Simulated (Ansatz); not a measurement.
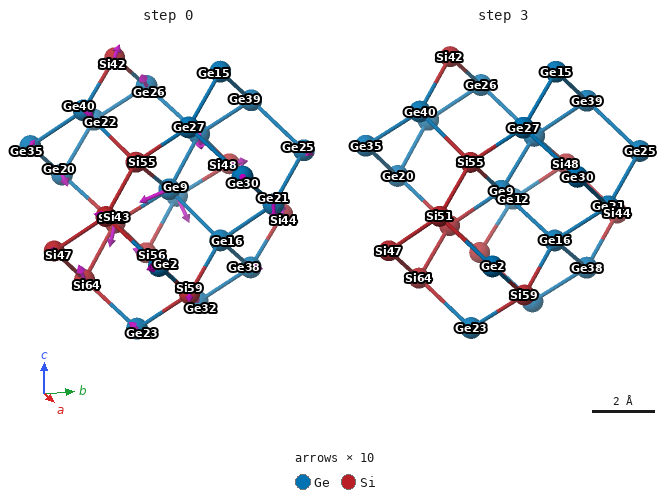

The structure of a crystal of Ge40Si24 (a generated structure, set up in P1) before (left) and after (right) a relaxation, at one scale. The purple arrows give the displacements, magnified 10 times.

A ball-and-stick model of the atoms within 5.0 Å of the atom that moves most (axes of the cell of the calculation), seen slightly off an axis.

All numbers below come from DFT, PBEsol, PAW, plane waves (Ansatz). Settings: plane-wave cutoff 420 eV; k-point mesh 1 × 1 × 1; mesh shifted by (0.5, 0.5, 0.5); no spin polarisation; cell relaxed at fixed shape; force threshold 0.03 eV/Å; at most 80 steps.

Summarise the run.

The atom that moves furthest relative to the cell is a Ge atom (0.11 Å roughly along [−1 −3 −1]). By element the largest moves are Ge 0.11 Å, Si 0.08 Å. The volume changes by −0.3 %, with a = b = c 11.167 → 11.155 Å (−0.1 %). Some distances before and after: Si–Si 2.447 → 2.368 Å, Ge–Si 2.458 → 2.395 Å, Ge–Ge 2.380 → 2.442 Å, Si–Si 2.426 → 2.367 Å. Bond angles that change, for instance: Si–Si–Si 107.8° → 112.0°, Ge–Ge–Ge 111.8° → 107.8°, Si–Ge–Si 106.8° → 110.5°. The space group stays P1 (No. 1). Over 3 geometry steps the energy falls by 15.6 meV per atom. The largest force component goes from 1.1 to 0.013 eV/Å. The pressure goes from −0.08 to 0.01 GPa.
